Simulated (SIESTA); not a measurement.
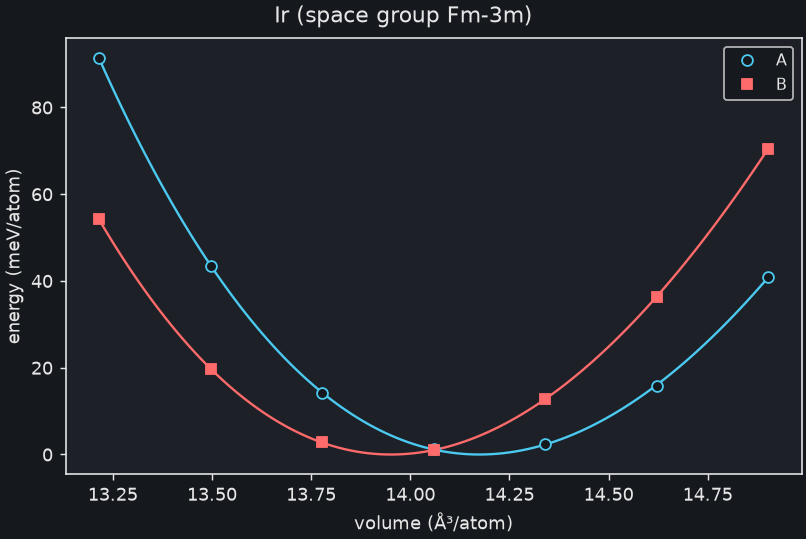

The figure shows the energy against volume, with one curve for each functional, for Ir (space group Fm-3m). The labels are replaced by letters. In alphabetical order the cases are: LDA; PBEsol.

Method: DFT in numerical atomic orbitals with pseudopotentials, no spin polarisation; energies at scaled volumes of the given cell, shape and fractions fixed, counted from the fit's minimum, third-order Birch-Murnaghan fit (SIESTA 5.4.2). All runs: no spin polarisation.

```json
{"setting": "k mesh", "value": "12×12×12"}
{"setting": "occupations", "value": "Fermi–Dirac"}
{"setting": "smearing width", "value": "0.05 eV"}
{"setting": "potentials", "value": "PseudoDojo 0.4 standard, converted to PSML, two zetas on semicore shells"}
```

**Which letter stands for which functional?**

A: PBEsol; B: LDA.

Keep in mind: mulliken charges of long orbitals; potentials made for another functional (PBEsol); short basis over semicore shells; valence orbitals made in semicore potential.
